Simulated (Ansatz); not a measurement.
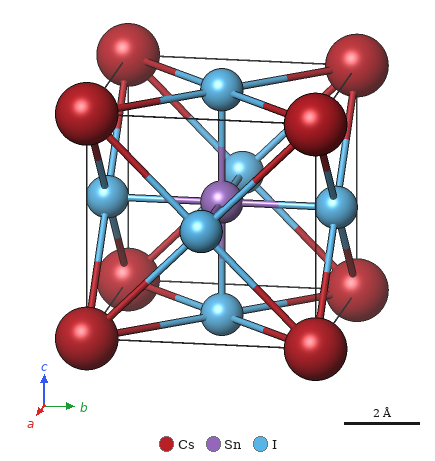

View slightly off an axis, drawn as a ball-and-stick model. Atoms at the boundary of the conventional unit cell (the box) are drawn once for each face, edge or corner they touch.

CsSnI3, cubic perovskite, space group Pm-3m (No. 221), a = 6.241 Å, b = 6.241 Å, c = 6.241 Å, α = 90.00°, β = 90.00°, γ = 90.00°. Its origin is a structure type filled with these elements by a generator (whether the compound takes this form wasn't checked). Earlier steps of the study may have refined or changed the cell and positions. Ansatz was used for an electronic-structure calculation on it.

This one geometry was computed with Ansatz (DFT, plane waves, PAW) at three levels of theory: r2SCAN, PBE and HSE06. It was relaxed beforehand with r2SCAN.

Question: How does the band gap change with the level of theory?

Answer: PBE: a gap of 0.38 eV, direct; r2SCAN: a gap of 0.50 eV, direct; HSE06: a gap of 0.85 eV, direct.

Question: Collect the results in a table.

Answer:
| level | cutoff (eV) | k-mesh of the run's cell | gap (eV) | pressure (GPa) |
| --- | --- | --- | --- | --- |
| r2SCAN | 500 | 4×4×4 | 0.50 | 0.0 |
| PBE | 420 | 4×4×4 | 0.38 | 0.5 |
| HSE06 | 420 | 2×2×2 | 0.85 | 1.4 |

Gaps are taken on the k-mesh or band path of each run.
